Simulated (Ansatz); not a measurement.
Run report: Ir, geometry relaxation (part 1 of 2)

The run: geometry relaxation of Ir (P1, 4 atoms in the cell). Method and program: DFT PBEsol, scalar-relativistic, plane waves, PAW, no spin polarisation (Ansatz 0.2.0).

The structure derives from a Materials Project entry. It belongs to a series of runs on one base structure; here: all atoms moved at random, sigma 0.02 A a component; relaxed back.

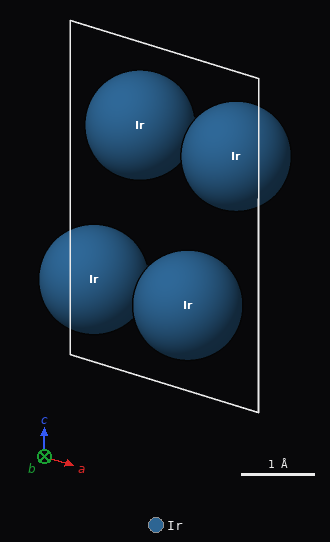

*The starting structure (spheres-only view of the cell of the calculation, along the b axis). An atom can appear more than once, as a periodic image.*

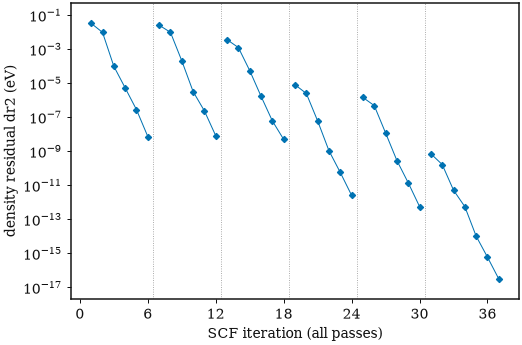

*Convergence of the self-consistent field: density residual dr2 against the SCF iteration. The dotted lines part the SCF passes of the relaxation: geometry steps, rejected trials and re-solves on a re-selected basis.*

The 6 passes take 6 to 7 iterations each, 37 in all.

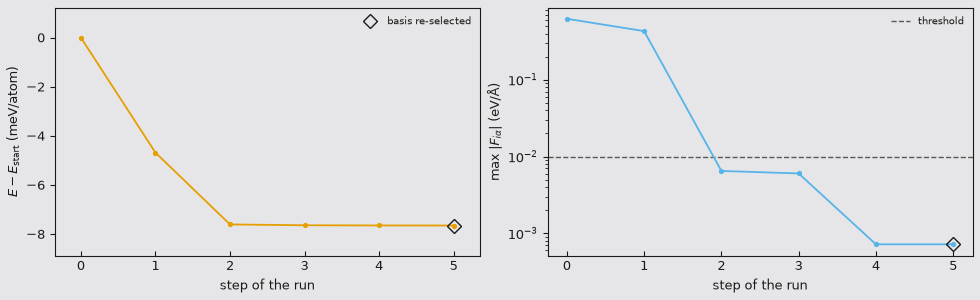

*Progress of the relaxation, step by step (the first geometry is step 0 here and step 1 in the log).*

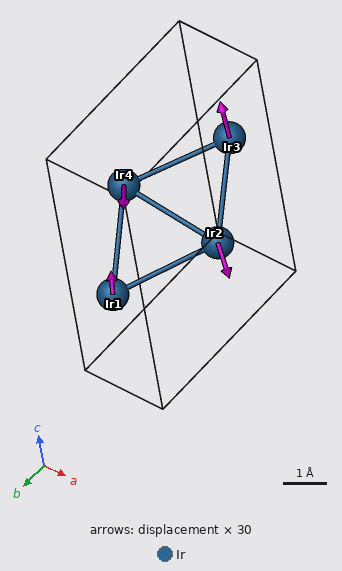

*The starting structure with the displacements as pink arrows, magnified 30 times (ball-and-stick view of the cell of the calculation, seen at an oblique angle).*

The energy falls by 7.6 meV per atom in 4 geometry steps. Largest force component: 0.62 eV/Å at the start, 0.00072 eV/Å at the end. The pressure goes from 0.52 to 0.00 GPa. The largest move relative to the cell is that of Ir3, 0.031 Å. The drawn cell changes at constant volume: a 2.719 → 2.721 Å (+0.1 %), b 4.710 → 4.706 Å (−0.1 %), c 5.179 → 5.180 Å (0.0 %). Among the contacts that change: Ir2–Ir3 2.764 → 2.707 Å, Ir3–Ir4 2.766 → 2.718 Å, Ir1–Ir4 2.673 → 2.707 Å, Ir1–Ir2 2.746 → 2.718 Å. The space group (tolerance 0.01 Å) goes from P1 (No. 1) to P6_3/mmc (No. 194). A last SCF at the same geometry on a re-selected plane-wave basis shifts the energy by next to nothing (0.0 meV per atom). (Atoms are counted from 1 in the order of the input.)

The input that produced these results follows, with the program's output.

## Input
```yaml
crystal:
  lattice:
    - [-2.7190554922, 0.0, 0.0]
    - [0.0, 4.7095422611, 0.0]
    - [1.3595277461, -2.3547711306, -4.4079330487]
  atoms:
    - { symbol: Ir, position: [0.1250772977, 0.7921013477, 0.2465546618] }
    - { symbol: Ir, position: [0.6238120763, 0.2920725537, 0.2558549816] }
    - { symbol: Ir, position: [0.8807596118, 0.2104627137, 0.746539699] }
    - { symbol: Ir, position: [0.3703510142, 0.7053633848, 0.7510506576] }
basis:
  ecutwfc: 420
kpoints:
  mp_grid: { grid: [14, 14, 14] }
hamiltonian:
  xc: pbesol
scf:
  occupations: { method: gaussian, width: 0.15 }
output:
  forces: true
  stress: true
  eigenvalues: true
relax:
  adjacent_minimum: "off"
  f_tol: 0.01
  max_steps: 80
  cell: { stress_tol: 0.1 }
```

Run as:
```bash
ansatz run input.yaml --threads 2 --pin off --max-ram 5120MiB --backend cpu --events-out ev --progress --plain --runs-dir out
```

## The program's output
```
Engine: ansatz 0.2.0, aarch64-unknown-linux-gnu
Pseudopotentials: kind: paw
Pseudopotential: Ir, paw, valence charge 17, recommended cutoff 420 eV (normal), Ir.paw.azcp
Functional definition: PBEsol
  exchange = pbesol_x
  correlation = pbesol_c
Crystal: 4 atoms, lattice volume = 56.446 Å³
Basis set: ecut = 420 eV, 1093 PW (Γ), exchange–correlation on 40×64×72 points (8 copies of the dense FFT grid, shifted against one another)
Bands: 41, of which v1, the nominal top of the filled ones, is band 34 counted from 1 (33 counted from 0)
Symmetry: 1 space group operations
Space group: P1 (ITA 1), of the structure as read, at distance tolerance 3.8e-5 Å
k-points: 1376 of 2744 (time reversal used)
Non-local potential: Ir, projectors of the file, l = 0: 3, l = 1: 2, l = 2: 2, l = 3: 1
PAW form: soft (Blöchl's): semilocal exchange-correlation on the pseudo side does not see the compensation charge
PAW frozen core: Ir, regenerated for the run's functional, and the local potential with it (the file was generated under x = pbe(κ = 0.804, μ = 0.2195149727645171), c = pbe(β = 0.06672455060314922))
PAW one-centre angular grid: Ir, 590 points (default); XC on 64 Gauss nodes
Initial density: superposition of atomic densities (neutral atoms: chi_scale 0, normalization atom), corrected by the library's trained network
Initial wavefunctions: pseudopotential atomic-orbital guess
Functional: x = pbesol(κ = 0.804, μ = 0.12345679012345678), c = pbesol(β = 0.046)
SCF iter   1: F=—  HF=-47195.819694 eV  |F-HF|=—  |Δ(HF+E_count)|=         —  Δρ=1.08e-2  dr2=3.28e-2  ethr=1.77e-3  ⟨swp⟩=5.3  Hψ=185689  notcnv=0
preconditioner: auto → Kerker (q_TF=auto, 2.814 Å⁻¹)  [metal: Δε(μ)=0.000 eV  Ē_g=7.219 eV  σ=0.150 eV  W_gap=0.00  n_scr=20 (ndim 8)  ℏωp=29.7 eV  f_vac=0.000  D(μ)=4.44/eV (n_scr^D=46)]
SCF iter   2: F=—  HF=-47195.818548 eV  |F-HF|=—  |Δ(HF+E_count)|=   1.15e-3  Δρ=6.00e-3  dr2=9.72e-3  ethr=4.82e-5  ⟨swp⟩=2.4  Hψ=89031  notcnv=0
SCF iter   3: F=—  HF=-47195.817803 eV  |F-HF|=—  |Δ(HF+E_count)|=   7.45e-4  Δρ=6.14e-4  dr2=9.87e-5  ethr=1.43e-5  ⟨swp⟩=2.0  Hψ=79263  notcnv=0
SCF iter   4: F=—  HF=-47195.817831 eV  |F-HF|=—  |Δ(HF+E_count)|=   2.84e-5  Δρ=1.03e-4  dr2=5.29e-6  ethr=1.45e-7  ⟨swp⟩=2.6  Hψ=99430  notcnv=0
SCF iter   5: F=—  HF=-47195.817831 eV  |F-HF|=—  |Δ(HF+E_count)|=   3.82e-7  Δρ=2.83e-5  dr2=2.78e-7  ethr=7.79e-9  ⟨swp⟩=2.0  Hψ=77813  notcnv=0
SCF iter   6: F=-47195.817831 eV  HF=-47195.817831 eV  |F-HF|=3.00e-9  |Δ(HF+E_count)|=   6.51e-8  Δρ=3.98e-6  dr2=7.34e-9  ethr=1.47e-10  ⟨swp⟩=5.9  Hψ=193127  notcnv=0
SCF 1 converged in 6 iterations: F = -47195.817831 eV  dr2 = 7.34e-9
  greatest PAW one-centre occupation: 1.000 electrons in one spin orbital (limit 2), on the Ir atom at site 3 (counted from 0), in its partial waves of l = 0
relax step   1: F+E_penalty+E_count = -47195.81783064 eV  Δ(F+E_penalty+E_count) = +0.000e0 eV  max|allowed force component| = 6.223e-1 eV/Å  Δτ_max = 0.0000 Å  P = +0.522 GPa  Ω = 56.446 Å³  (6 SCF iters, dr2 threshold 1.00e-7 eV, accepted)
Crystal: 4 atoms, lattice volume = 56.402 Å³
Initial density: handed on by an earlier stage of this run
Initial wavefunctions: those handed on with the density
iter 1 solved again at ethr=3.73e-5 eV; its pass at ethr=3.10e-3 eV (dr2=2.54e-2 eV) is discarded
SCF iter   1: F=—  HF=-47195.842819 eV  |F-HF|=—  |Δ(HF+E_count)|=         —  Δρ=7.38e-3  dr2=2.57e-2  ethr=3.73e-5  ⟨swp⟩=1.5  Hψ=212821  notcnv=0
preconditioner: auto → Kerker (q_TF=auto, 2.815 Å⁻¹)  [metal: Δε(μ)=0.000 eV  Ē_g=7.212 eV  σ=0.150 eV  W_gap=0.00  n_scr=20 (ndim 8)  ℏωp=29.7 eV  f_vac=0.000  D(μ)=4.43/eV (n_scr^D=46)]
SCF iter   2: F=—  HF=-47195.839113 eV  |F-HF|=—  |Δ(HF+E_count)|=   3.71e-3  Δρ=4.05e-3  dr2=9.78e-3  ethr=3.73e-5  ⟨swp⟩=1.0  Hψ=56416  notcnv=0
SCF iter   3: F=—  HF=-47195.836615 eV  |F-HF|=—  |Δ(HF+E_count)|=   2.50e-3  Δρ=5.17e-4  dr2=2.09e-4  ethr=1.44e-5  ⟨swp⟩=2.0  Hψ=80829  notcnv=0
SCF iter   4: F=—  HF=-47195.836563 eV  |F-HF|=—  |Δ(HF+E_count)|=   5.20e-5  Δρ=8.33e-5  dr2=3.24e-6  ethr=3.07e-7  ⟨swp⟩=2.0  Hψ=80955  notcnv=0
iter 5 did not close the SCF: its close was put off for the readings that it lacked (scf_convergence_deferred on its scf_iter line)
SCF iter   5: F=-47195.836563 eV  HF=-47195.836563 eV  |F-HF|=9.79e-8  |Δ(HF+E_count)|=   4.46e-7  Δρ=2.06e-5  dr2=2.34e-7  ethr=4.77e-9  ⟨swp⟩=2.3  Hψ=78385  notcnv=0
SCF iter   6: F=-47195.836563 eV  HF=-47195.836563 eV  |F-HF|=3.59e-9  |Δ(HF+E_count)|=   4.42e-8  Δρ=3.78e-6  dr2=8.15e-9  ethr=3.45e-10  ⟨swp⟩=2.5  Hψ=190165  notcnv=0
SCF 2 converged in 6 iterations: F = -47195.836563 eV  dr2 = 8.15e-9
  greatest PAW one-centre occupation: 1.000 electrons in one spin orbital (limit 2), on the Ir atom at site 2 (counted from 0), in its partial waves of l = 0
relax step   2: F+E_penalty+E_count = -47195.83656284 eV  Δ(F+E_penalty+E_count) = -1.873e-2 eV  max|allowed force component| = 4.299e-1 eV/Å  Δτ_max = 0.0519 Å  P = +0.543 GPa  Ω = 56.402 Å³  energy of the carried Pulay correction = +1.873e-5 eV  (6 SCF iters, dr2 threshold 4.00e-7 eV, accepted)
Crystal: 4 atoms, lattice volume = 56.522 Å³
iter 1 solved again at ethr=5.29e-6 eV; its pass at ethr=3.10e-3 eV (dr2=3.60e-3 eV) is discarded
SCF iter   1: F=—  HF=-47195.849107 eV  |F-HF|=—  |Δ(HF+E_count)|=         —  Δρ=2.88e-3  dr2=3.62e-3  ethr=5.29e-6  ⟨swp⟩=2.3  Hψ=208502  notcnv=0
preconditioner: auto → Kerker (q_TF=auto, 2.814 Å⁻¹)  [metal: Δε(μ)=0.001 eV  Ē_g=7.189 eV  σ=0.150 eV  W_gap=0.00  n_scr=20 (ndim 8)  ℏωp=29.6 eV  f_vac=0.000  D(μ)=4.44/eV (n_scr^D=46)]
SCF iter   2: F=—  HF=-47195.848599 eV  |F-HF|=—  |Δ(HF+E_count)|=   5.07e-4  Δρ=1.55e-3  dr2=1.24e-3  ethr=5.29e-6  ⟨swp⟩=1.0  Hψ=56416  notcnv=0
SCF iter   3: F=—  HF=-47195.848273 eV  |F-HF|=—  |Δ(HF+E_count)|=   3.27e-4  Δρ=2.00e-4  dr2=5.52e-5  ethr=1.82e-6  ⟨swp⟩=2.0  Hψ=78022  notcnv=0
SCF iter   4: F=—  HF=-47195.848262 eV  |F-HF|=—  |Δ(HF+E_count)|=   1.06e-5  Δρ=6.64e-5  dr2=1.71e-6  ethr=8.11e-8  ⟨swp⟩=2.0  Hψ=79765  notcnv=0
iter 5 did not close the SCF: its close was put off for the readings that it lacked (scf_convergence_deferred on its scf_iter line)
SCF iter   5: F=-47195.848262 eV  HF=-47195.848262 eV  |F-HF|=2.58e-8  |Δ(HF+E_count)|=   2.81e-7  Δρ=1.08e-5  dr2=6.08e-8  ethr=2.51e-9  ⟨swp⟩=2.0  Hψ=81291  notcnv=0
SCF iter   6: F=-47195.848262 eV  HF=-47195.848262 eV  |F-HF|=2.96e-9  |Δ(HF+E_count)|=   1.20e-8  Δρ=2.37e-6  dr2=4.97e-9  ethr=8.94e-11  ⟨swp⟩=1.9  Hψ=156427  notcnv=0
the search or the solves at the SCF's close seem to have found levels that the self-consistency loop had missed (the run counts 1). By its estimate they hold under 1e-12 electrons; where the run keeps them, the occupations were computed again with them
SCF 3 converged in 6 iterations: F = -47195.848262 eV  dr2 = 4.97e-9
relax step   3: F+E_penalty+E_count = -47195.84826173 eV  Δ(F+E_penalty+E_count) = -1.170e-2 eV  max|allowed force component| = 6.491e-3 eV/Å  Δτ_max = 0.0219 Å  P = -0.415 GPa  Ω = 56.522 Å³  energy of the carried Pulay correction = -3.244e-5 eV  (6 SCF iters, dr2 threshold 4.00e-7 eV, accepted)
Crystal: 4 atoms, lattice volume = 56.414 Å³
iter 1 solved again at ethr=2.07e-8 eV; its pass at ethr=3.10e-3 eV (dr2=1.41e-5 eV) is discarded
SCF iter   1: F=—  HF=-47195.848395 eV  |F-HF|=—  |Δ(HF+E_count)|=         —  Δρ=1.90e-4  dr2=8.12e-6  ethr=2.07e-8  ⟨swp⟩=3.0  Hψ=249187  notcnv=0
preconditioner: auto → Kerker (q_TF=auto, 2.815 Å⁻¹)  [metal: Δε(μ)=0.000 eV  Ē_g=7.207 eV  σ=0.150 eV  W_gap=0.00  n_scr=20 (ndim 8)  ℏωp=29.7 eV  f_vac=0.000  D(μ)=4.42/eV (n_scr^D=46)]
SCF iter   2: F=—  HF=-47195.848399 eV  |F-HF|=—  |Δ(HF+E_count)|=   3.94e-6  Δρ=1.01e-4  dr2=2.49e-6  ethr=1.19e-8  ⟨swp⟩=1.0  Hψ=56416  notcnv=0
iter 3 did not close the SCF: its close was put off for the readings that it lacked (scf_convergence_deferred on its scf_iter line)
SCF iter   3: F=-47195.848398 eV  HF=-47195.848398 eV  |F-HF|=2.72e-8  |Δ(HF+E_count)|=   4.38e-7  Δρ=1.19e-5  dr2=6.06e-8  ethr=3.67e-9  ⟨swp⟩=2.7  Hψ=82994  notcnv=0
iter 4 did not close the SCF: its close was put off for the readings that it lacked (scf_convergence_deferred on its scf_iter line)
SCF iter   4: F=-47195.848398 eV  HF=-47195.848398 eV  |F-HF|=4.66e-10  |Δ(HF+E_count)|=   1.48e-8  Δρ=1.66e-6  dr2=1.07e-9  ethr=8.92e-11  ⟨swp⟩=2.1  Hψ=77736  notcnv=0
iter 5 did not close the SCF: its close was put off for the readings that it lacked (scf_convergence_deferred on its scf_iter line)
SCF iter   5: F=-47195.848398 eV  HF=-47195.848398 eV  |F-HF|=2.18e-11  |Δ(HF+E_count)|=  1.96e-10  Δρ=3.14e-7  dr2=5.65e-11  ethr=1.57e-12  ⟨swp⟩=2.2  Hψ=84755  notcnv=0
SCF iter   6: F=-47195.848398 eV  HF=-47195.848398 eV  |F-HF|=0.00e0  |Δ(HF+E_count)|=  7.28e-12  Δρ=6.26e-8  dr2=2.56e-12  ethr=1.00e-12  ⟨swp⟩=1.0  Hψ=118395  notcnv=0
SCF 4 converged in 6 iterations: F = -47195.848398 eV  dr2 = 2.56e-12
relax step   4: F+E_penalty+E_count = -47195.84839843 eV  Δ(F+E_penalty+E_count) = -1.367e-4 eV  max|allowed force component| = 6.019e-3 eV/Å  Δτ_max = 0.0005 Å  P = +0.312 GPa  Ω = 56.414 Å³  energy of the carried Pulay correction = +1.373e-5 eV  (6 SCF iters, dr2 threshold 4.00e-7 eV, accepted)
Crystal: 4 atoms, lattice volume = 56.460 Å³
iter 1 solved again at ethr=2.56e-9 eV; its pass at ethr=3.10e-3 eV (dr2=1.74e-6 eV) is discarded
```
